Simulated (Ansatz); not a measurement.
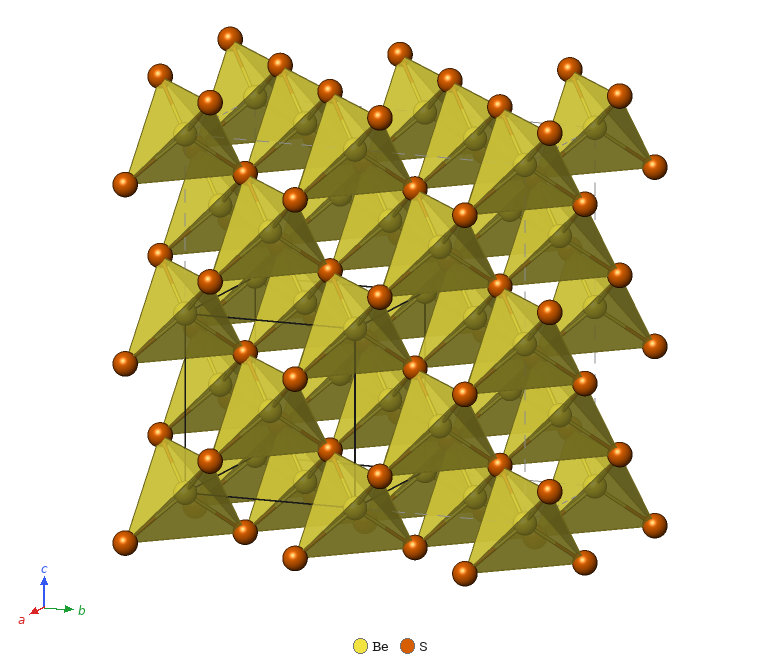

Polyhedra are drawn about Be (bonds: Be–S below 2.2 Å); other atoms are plain spheres.

System BeS (space group F-43m, No. 216); source of the atomic positions: coordinates from a relaxation (final pressure about 25 GPa) with DFT PBE, scalar-relativistic, plane waves, PAW (Ansatz 0.2.0).

What figure surrounds each Be atom, and what does it share with the other drawn polyhedra?

Be: BeS4 tetrahedron, sharing corners with twelve neighbours.

What is the connectivity of the polyhedra: isolated, groups, chains, layers or framework?

They form a three-dimensional framework of corner-sharing tetrahedra.
